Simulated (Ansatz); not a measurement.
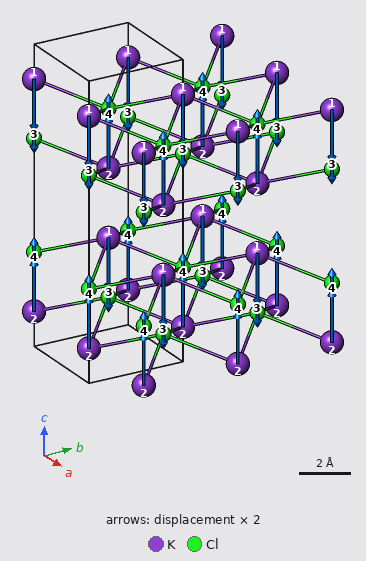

A relaxation of solid KCl (built on the HgF-139 type type). The starting structure is drawn; blue arrows show the displacements (the part carried along by the change of the cell is left out), magnified 2 times.

The picture is a ball-and-stick view of the conventional cell (2 times the calculation's cell), repeated 2 × 2 × 1 with one cell outlined, seen from a free direction. Lengths and directions refer to the drawn axes.

Method: Ansatz 0.2.0, DFT, PBEsol, plane waves, PAW. Set-up: plane-wave cutoff 420 eV; k-point mesh 8 × 8 × 8; occupations fermi dirac; smearing width 0.03 eV; no spin polarisation; cell and atoms relaxed; force threshold 0.01 eV/Å; at most 120 steps.

Q: Atoms of which element are displaced furthest, and by how much?

A: Potassium: up to 1.17 Å, against 0.33 Å for chlorine.

Q: Describe the change and its energy.

A: The largest moves relative to the cell, 1.17 Å, are those of K1 and K2. K1 goes along −c. By element the largest moves are K 1.17 Å, Cl 0.33 Å. The drawn cell changes as follows: a = b 4.348 → 4.341 Å (−0.2 %), c 13.125 → 19.971 Å (+52.2 %); the volume changes by +51.7 %. Among the contacts that change: K1–K2 3.031 → 6.945 Å, K1–Cl3 2.577 → 3.089 Å, K1–Cl4 3.219 → 3.070 Å. Bond angles that change, for instance: Cl3–K2–Cl3 145.5° → 178.2°, K2–Cl3–K2 145.5° → 178.2°, Cl3–K2–Cl4 72.8° → 90.9°. The space group stays I4/mmm (No. 139). After 15 accepted moves (18 points after the start) the energy has fallen by 392 meV per atom. Largest force component: 2.3 eV/Å at the start, 0.005 eV/Å at the end. Pressure: 2.46 GPa at the start and 0.01 GPa at the end. At 3 points the geometry stayed and the basis and grid were re-selected for the new cell (energy shift of 2.9 meV per atom at most each time).
